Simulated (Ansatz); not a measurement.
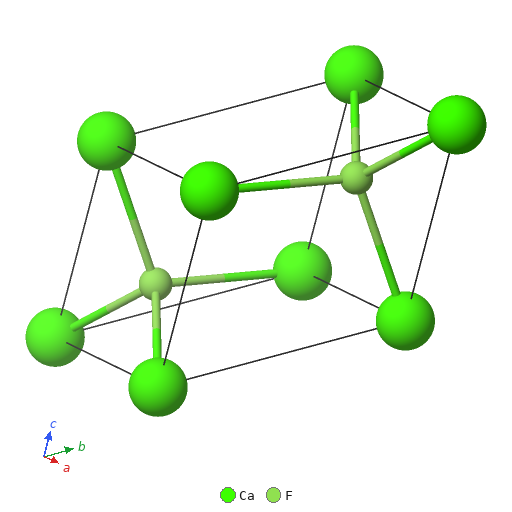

System: interstitial (added H) in CaF₂. The picture shows the cell.

Starting cell:
```
CELL_PARAMETERS angstrom
0.00000 2.75590 2.75590
2.75590 0.00000 2.75590
2.75590 2.75590 0.00000
ATOMIC_POSITIONS crystal
Ca 0.00000 0.00000 0.00000
F 0.75000 0.75000 0.75000
F 0.25000 0.25000 0.25000
```

Calculation (Ansatz 0.2.0): charge states of a point defect in a periodic supercell, each relaxed, energies over the elements' standard states with the Fermi level at the host's valence band top, point-charge and potential alignment terms added, no band filling term, levels over that top; plane waves with PAW datasets; energies extrapolated to zero smearing. Level: PBE, allowed.

- host atoms in supercell: 24
- wave cutoff: 420 eV
- k mesh: 2×2×2
- occupations: Gaussian
- smearing width: 0.01 eV
- k shift: (0, 0, 0) (mesh steps)
- start displacement: 0.06 Å
- defect kind: interstitial
- removed element: none
- added element: H
- defect place: (0.5, 0.5, 0.5) (fraction of the host cell vector)
- host gap: 7.14 eV
- static dielectric xx yy zz: (8.75, 8.75, 8.75)

Predict the formation energy of each charge state against the Fermi level.

The stable charge changes at 4.32 eV (+1/−1) above the valence band top. The lowest state is +1 at the valence band top, +1 at mid-gap and −1 at the conduction band bottom, 7.14 eV higher. Charge 0 is never the lowest although its neighbours on both sides are, a negative-U behaviour. With the Fermi level at mid-gap the formation energy is 1.4 eV against the elements' standard states.

| charge | formation energy with the Fermi level at the valence band top (eV) |
| --- | --- |
| +1 | −2.12 |
| 0 | 2.60 |
| −1 | 6.51 |

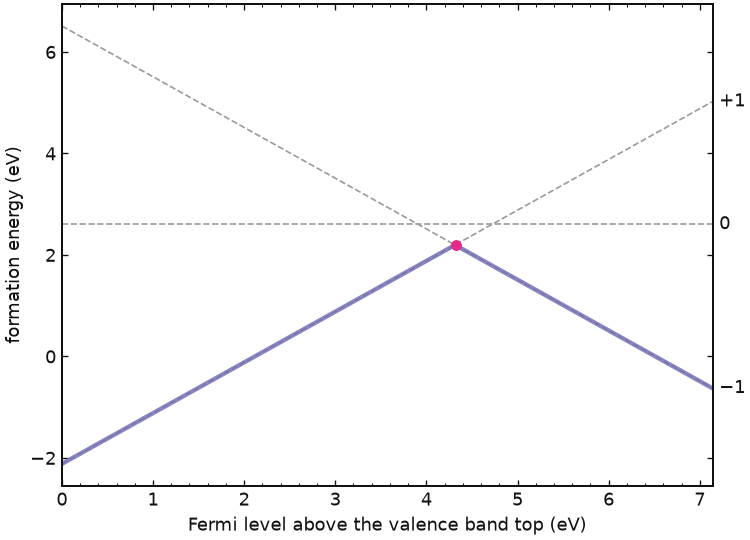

The thick line follows the lowest charge state; the axis spans the host's computed gap.

Note: charged cell in a neutralising background; coarse k mesh; potential alignment in doubt; random start near the defect, other minima possible; small supercell.
